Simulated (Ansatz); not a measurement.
Consider PtS$_{2}$.

Input file:

```
crystal:
  lattice:
    - [3.6059312036, 0.0, 0.0]
    - [-1.8029656018, 3.0766778587, 0.0]
    - [0.0, 0.0, 5.122711055]
  atoms:
    - { symbol: Pt, position: [0.0, 0.0, 0.0] }
    - { symbol: S, position: [0.3346053222, 0.6692106443, 0.2367993083] }
    - { symbol: S, position: [0.6653946778, 0.3307893557, 0.7632006917] }
kpoints:
  mp_grid: { grid: [6, 6, 4] }
  band_path:
    path:
      - [0.0, 0.0, 0.0]
      - [0.5, 0.0, 0.0]
      - [0.3333333333, 0.3333333333, 0.0]
      - [0.0, 0.0, 0.5]
      - [0.5, 0.0, 0.5]
      - [0.3333333333, 0.3333333333, 0.5]
      - [0.0, 0.25, 0.3333333333]
      - [0.0, 0.169271, 0.184896]
      - [0.283854, -0.002604, -0.294271]
    npoints: 1
hamiltonian:
  xc: hse06
scf:
  occupations: { method: fixed }
  n_extra_bands: 4
output:
  forces: true
  stress: true
  eigenvalues: true
  write_density: true
  write_potential: true
  elf: true
  volumetric_format: npy
```

Command:

```sh
ansatz run input.yaml --threads 4 --pin off --max-ram 4608MiB --backend cpu --events-out ev --progress --plain --runs-dir out
```

Below, planes, directions and counts refer to the conventional cell (a = 6.15 Å, b = 3.61 Å, c = 5.12 Å, α = 90.00°, β = 90.00°, γ = 90.00°).

Space group C2/m; started from the 1T (CdI2) bulk prototype, which need not be the ambient phase; changed on purpose from its base cell (uniaxial x strain +1.5%); not relaxed (largest force 0.4 eV/Å); computed pressure about −2 GPa in this cell.

Level of theory: DFT, HSE06, plane waves, PAW (Ansatz 0.2.0).

Q: What can the converged valence pseudo-density and electron localisation function tell about the bonding?

A: Pt–S (2.39 Å): the density is about 0.68 e/Å³ at the midpoint; the ELF peaks at about 0.90 in the valence shell of S, 0.8 Å from its nucleus, and is about 0.50 at the midpoint.

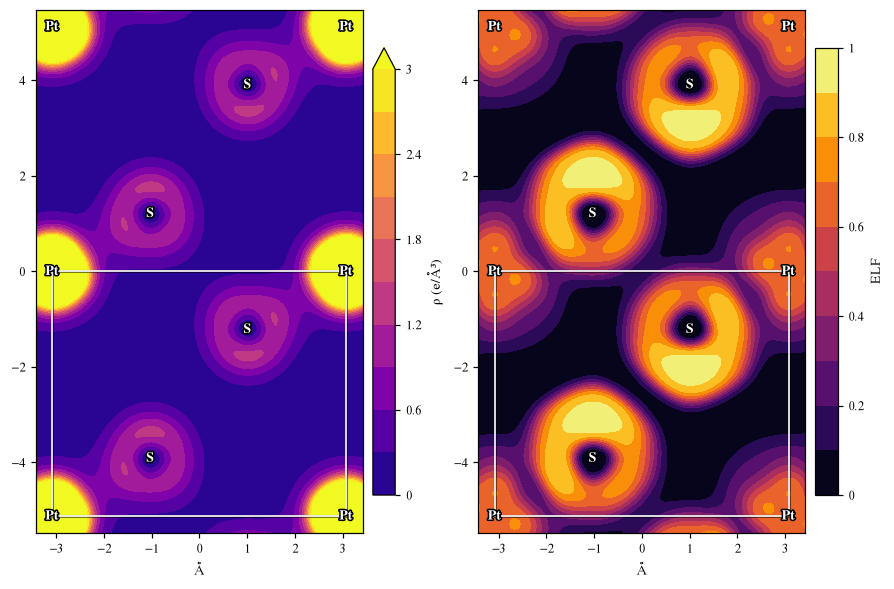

Computed valence pseudo-density and electron localisation function on the (010) plane of the conventional cell, in this order. 

In a PAW calculation such maps are meaningful between the atoms, not at the nuclei.
